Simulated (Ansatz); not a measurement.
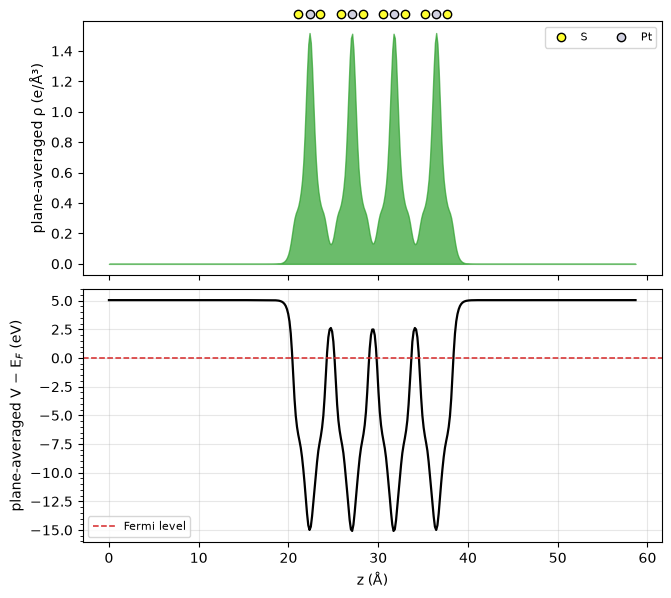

*PtS₂ (slab). Plane average of the electrostatic potential energy of an electron and of the valence charge density (pseudo) across the slab. Circles mark the heights of the atoms.*

The calculation used Ansatz, DFT PBE+D3(BJ), scalar-relativistic, plane waves, PAW.

Core electrons are frozen (PAW), and the valence fields are smoothed inside the atomic spheres.

Input file:

```
crystal:
  lattice:
    - [3.5830653973, 0.0, 0.0]
    - [-1.7915326987, 3.1030256575, 0.0]
    - [0.0, 0.0, 58.808916465]
  atoms:
    - { symbol: S, position: [0.6666666667, 0.3333333333, 0.3605274572] }
    - { symbol: Pt, position: [0.0, 0.0, 0.3810386337] }
    - { symbol: S, position: [0.3333333333, 0.6666666667, 0.4015498101] }
    - { symbol: S, position: [0.6666666667, 0.3333333333, 0.4398350348] }
    - { symbol: Pt, position: [0.0, 0.0, 0.4603462112] }
    - { symbol: S, position: [0.3333333333, 0.6666666667, 0.4808573876] }
    - { symbol: S, position: [0.6666666667, 0.3333333333, 0.5191426124] }
    - { symbol: Pt, position: [0.0, 0.0, 0.5396537888] }
    - { symbol: S, position: [0.3333333333, 0.6666666667, 0.5601649652] }
    - { symbol: S, position: [0.6666666667, 0.3333333333, 0.5984501899] }
    - { symbol: Pt, position: [0.0, 0.0, 0.6189613663] }
    - { symbol: S, position: [0.3333333333, 0.6666666667, 0.6394725428] }
  periodic: [true, true, false]
basis:
  ecutwfc: 420
kpoints:
  mp_grid: { grid: [12, 12, 1] }
hamiltonian:
  xc: pbe
  dispersion: d3bj
scf:
  occupations: { method: gaussian, width: 0.02 }
output:
  forces: true
  stress: true
  eigenvalues: true
  write_density: true
  write_potential: true
  elf: true
  volumetric_format: npy
relax:
  adjacent_minimum: "off"
  f_tol: 0.005
  max_steps: 80
  cell: { stress_2d_tol: 0.02 }
```

Command:

```sh
ansatz run input.yaml --threads 8 --pin off --max-ram 22528MiB --backend cpu --events-out ev --progress --plain --runs-dir out
```

The fields are those of the relaxed geometry.

Question: How far above the Fermi level of the calculation is the vacuum level?

Answer: 5.0 eV. The slab has a gap, so the Fermi level lies inside it and this isn't a work function in the metallic sense.

Question: What are the slab's thickness and the vacuum gap?

Answer: The outermost nuclei are 16.6 Å apart, in 12 atomic planes; the vacuum between periodic images is 42.2 Å wide.
